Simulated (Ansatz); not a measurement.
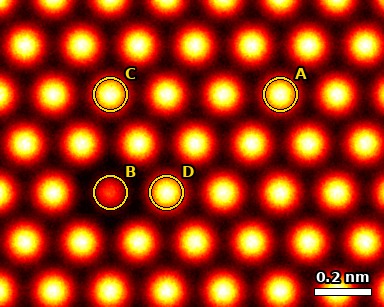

Dark-field STEM-like image of ZrO2 (Fm-3m, No. 225) along [111]. Simulated incoherent Z contrast: every atom adds Z^1.8 spread by a probe of 1.16 Å full width; channelling and multiple scattering are left out. The probe carries 25 % of its weight in a tail 2.5 times as wide. Shot noise was added.

The sample is 2 repeats (17.5 Å) thick. One point defect was put into the perfect crystal, without relaxing the atoms around it. Brightness is counted from the darkest point of the image. Host structure: the geometry relaxed with Ansatz, DFT PBEsol, scalar-relativistic, plane waves, PAW.

Which ringed column holds the defect, and does it scatter more or less than its equals?

Answer. B; it scatters less. The column holds 6 atoms (Zr + 2 O) through the sample, and one Zr atom is missing, so its peak drops to about 45 % of that of its equals.
